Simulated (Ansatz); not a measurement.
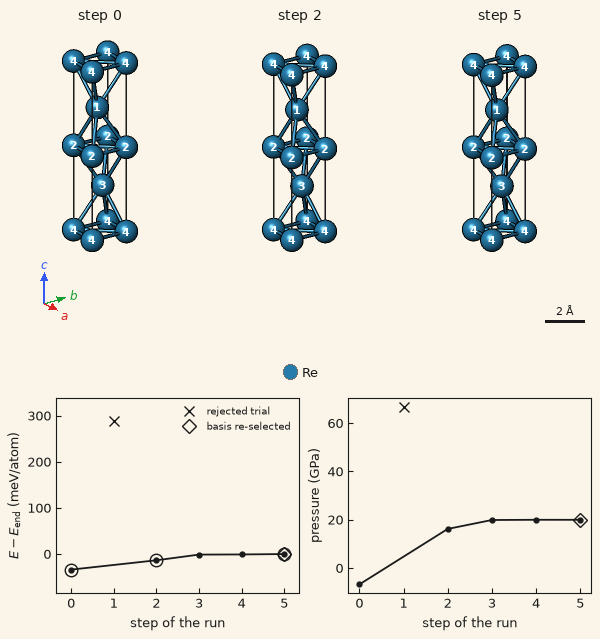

Frames of a relaxation of crystalline Re (set up in P6_3/mmc), marked on the history of the run. The picture is a ball-and-stick view of the cell of the calculation, seen slightly off an axis.

The run lets cell and atoms move.

These are results of Ansatz 0.2.0, Kohn-Sham DFT of a periodic cell, PBEsol, Ansatz PAW, not measurements.

The input:
```yaml
crystal:
  lattice:
    - [2.7663873939, 0.0, 0.0]
    - [-1.3831936969, 2.3957617598, 0.0]
    - [0.0, 0.0, 8.93884516]
  atoms:
    - { symbol: Re, position: [0.6666666667, 0.3333333333, 0.75] }
    - { symbol: Re, position: [0.0, 0.0, 0.5] }
    - { symbol: Re, position: [0.3333333333, 0.6666666667, 0.25] }
    - { symbol: Re, position: [0.0, 0.0, 0.0] }
hamiltonian:
  xc: pbesol
  pseudopotentials: { kind: paw }
kpoints:
  mp_grid: { grid: [11, 11, 3] }
scf:
  occupations: { method: fermi_dirac, width: 0.05 }
output:
  forces: true
  stress: true
  eigenvalues: true
  write_density: true
  write_potential: true
  elf: true
  volumetric_format: npy
relax:
  f_tol: 0.01
  max_steps: 40
  cell: { stress_tol: 0.05, p_target: 20.0 }
```

Run as
```bash
ansatz run input.yaml --threads 2 --pin off --max-ram 5632MiB --backend cpu --events-out ev --progress --plain --runs-dir out
```

Question: Describe the path.

Answer: The energy rises by 33.8 meV per atom in 3 accepted moves (5 points after the start). With the target pressure of 20 GPa, the enthalpy E + pV changes by −81.4 meV per atom. All forces vanish by symmetry, so only the cell relaxes. Pressure: −6.76 GPa at the start and 19.99 GPa at the end. The line search rejected the trial step at point 1 of the run. The SCF was repeated once at an unchanged geometry on a basis and grid sized afresh for the cell, which shifted the energy by 0.9 meV per atom at most. The atoms keep their places relative to the cell (all moves are under 0.005 Å). The drawn cell changes as follows: a = b 2.766 → 2.708 Å (−2.1 %), c 8.939 → 8.749 Å (−2.1 %); the volume changes by −6.2 %. Some distances before and after: Re1–Re1 2.766 → 2.708 Å, Re1–Re2 2.747 → 2.689 Å. The space group stays P6_3/mmc (No. 194). Cost: 16 s on 2 threads of Intel(R) Xeon(R) Platinum 8259CL CPU @ 2.50GHz (Skylake/Cascade Lake) (shared host), peak memory 0.43 GiB. From step 0 to 2: volume −5.5 %, energy +20.2 meV per atom. From step 2 to 5: volume −0.8 %, energy +13.5 meV per atom.
